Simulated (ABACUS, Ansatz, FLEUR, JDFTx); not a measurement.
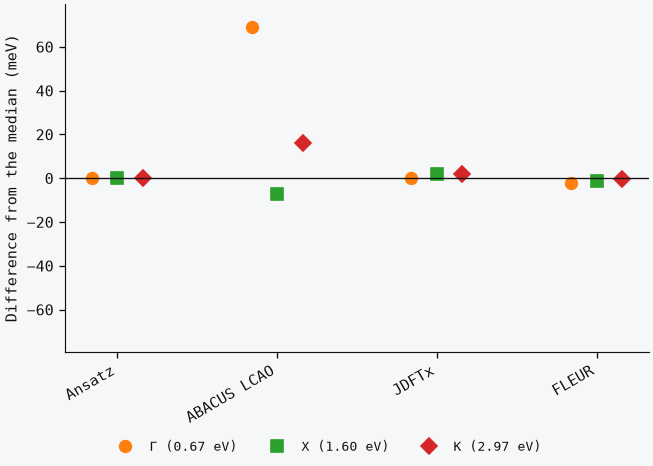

Lowest conduction level at each named k point, counted from the valence-band top at L, for rocksalt AgBr, space group Fm-3m (No. 225), 2 atoms in the primitive cell; cubic a = 5.740 Å. Four programs ran PBE (no spin polarisation, no spin-orbit coupling) on the same cell and 8×8×8 k mesh. The plot shows each result less the median of the plane-wave and all-electron runs, which the legend gives.

**How well do the programs agree?**

The plane-wave and all-electron programs (Ansatz, FLEUR and JDFTx) agree within 4 meV at these points. ABACUS LCAO departs by up to +69 meV (at Γ). At a point that isn't plotted the departure is larger: +503 meV for ABACUS LCAO at L.

```csv
program,kind,valence electrons,Γ (eV),X (eV),K (eV)
Ansatz,plane waves,26,0.673,1.601,2.966
ABACUS LCAO,local basis,26,0.742,1.594,2.982
JDFTx,plane waves,26,0.673,1.603,2.968
FLEUR,all-electron,–,0.671,1.599,2.966
```

Settings. Ansatz PAW, 420 eV cutoff, Fermi-Dirac smearing of 0.05 eV (Ansatz). PseudoDojo NC SR 0.4.1 PBE standard, DZP LCAO (the cutoffs set its grid) basis, Fermi-Dirac smearing of 0.05 eV (ABACUS 3.10.1). PseudoDojo-SR-PBE-0.5-standard, 1116 eV cutoff, Fermi-Dirac smearing of 0.05 eV (JDFTx 1.7.0 (patched build)). all-electron, Fermi-Dirac smearing of 0.05 eV (FLEUR MaX-R8.1 (later development tree)).

Spin-orbit coupling is left out, which matters for Br. LDA, GGA and most meta-GGA functionals understate gaps. ABACUS LCAO: the atomic orbitals were generated for these runs and aren't a published set. ABACUS LCAO: the basis of atomic orbitals isn't converged, which shifts gaps and empty levels.
